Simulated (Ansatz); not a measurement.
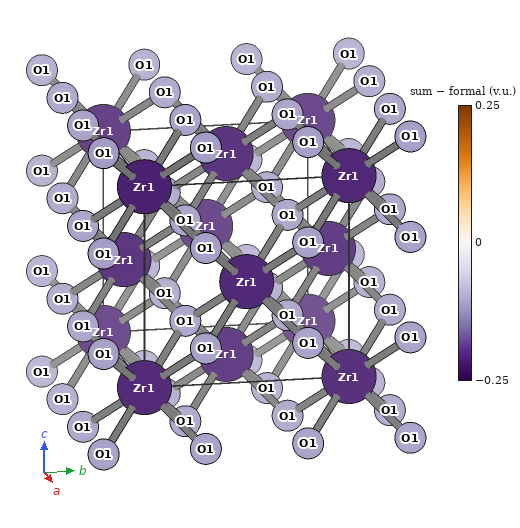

Atoms of ZrO2 (Fm-3m) coloured by their computed bond-valence sum less the size of their formal valence (view slightly off an axis).

Bond valence s = exp((R0 − d)/b), R0 fitted to published crystal structures with b = 0.37 Å, summed over all anions within 5 Å; R0 in Å: Zr4+–O 1.933.

Origin of the cell: the end point of a relaxation with DFT, PBE, plane waves, PAW in Ansatz; the starting structure was generated, so it need not be a known form of this composition.

```
Zr O
1.0
     5.11579    0.00000    0.00000
     0.00000    5.11579    0.00000
     0.00000    0.00000    5.11579
Zr O
4 8
Direct
  0.00000 0.00000 0.00000
  0.00000 0.50000 0.50000
  0.50000 0.00000 0.50000
  0.50000 0.50000 0.00000
  0.25000 0.75000 0.75000
  0.25000 0.25000 0.75000
  0.25000 0.25000 0.25000
  0.25000 0.75000 0.25000
  0.75000 0.75000 0.25000
  0.75000 0.25000 0.25000
  0.75000 0.25000 0.75000
  0.75000 0.75000 0.75000
```

Site labels: Zr1 at 0.000, 0.000, 0.000; O1 at 0.250, 0.750, 0.750.

Which site departs most from its formal valence?

Zr1, whose sum is 3.78 against 4: by this sum it is underbonded.

Give the sums of all sites.

| site | x, y, z | formal valence | bond-valence sum | difference |
| --- | --- | --- | --- | --- |
| Zr1 | 0.000, 0.000, 0.000 | +4 | 3.78 | -0.22 |
| O1 | 0.250, 0.750, 0.750 | −2 | 1.89 | -0.11 |

Is the structure strained by this measure?

The global instability index (root mean square of the differences over all atoms) is 0.16 v.u.: moderate strain, common in real structures. Cells relaxed with PBE tend to have slightly long bonds, which lowers the sums.
